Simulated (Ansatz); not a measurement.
Al (slab)

```
Al
1.0
     5.91426    0.00000    0.00000
    -2.48511    9.05593    0.00000
     0.00000    0.00000   27.60905
Al
18
Cartesian
  -0.6254 3.0461 16.2267
  2.4344 2.8173 15.9680
  3.3848 8.8866 16.1270
  0.7317 8.6463 15.8319
  1.9673 6.0051 15.9431
  -0.8499 6.3636 16.2192
  3.7046 4.6407 17.7926
  0.8379 4.5492 17.8821
  3.8248 1.3256 17.7926
  0.9264 1.5535 17.9268
  1.1091 7.5461 18.2918
  -1.8757 7.6073 18.4312
  2.4481 5.8112 19.9939
  -0.4263 5.8962 20.0110
  2.3843 3.0276 19.8111
  -0.6567 3.0891 19.7303
  2.2170 0.2297 20.0455
  5.0927 0.3388 20.0467
```

Not relaxed (largest force 0.6 eV/Å).

Computed with Ansatz, DFT PBE, scalar-relativistic, plane waves, PAW.

What will maps of the valence pseudo-density and electron localisation function show?

Answer. Al–Al (2.74 Å): ρ at the midpoint is about 0.23 e/Å³; the ELF peaks at about 0.70 between the atoms.
Al–Al (2.74 Å): ρ at the midpoint is about 0.22 e/Å³; the ELF peaks at about 0.75 between the atoms.
Al–Al (2.82 Å): ρ is about 0.21 e/Å³ halfway; the ELF peaks at about 0.70 between the atoms.
Al–Al (2.90 Å): ρ is about 0.19 e/Å³ halfway; the ELF peaks at about 0.65 between the atoms.

Metal or insulator at this level of theory?

Answer. It is metallic or semimetallic at this level of theory: no gap opens.

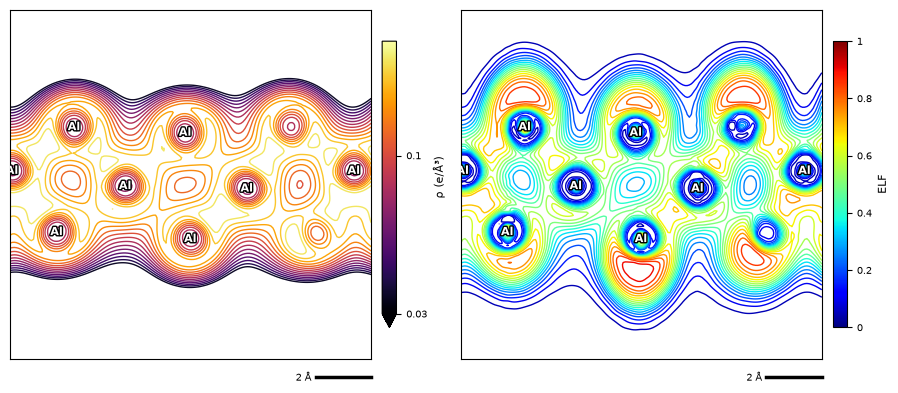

Computed valence pseudo-density and electron localisation function on the (110) plane of the calculation cell, a cut from vacuum to vacuum, in this order. Atoms just off the plane (Al, 0.3 Å away) can leave unmarked features too.

The density is the valence pseudo-density of a PAW calculation; it isn't the true density close to the nuclei.
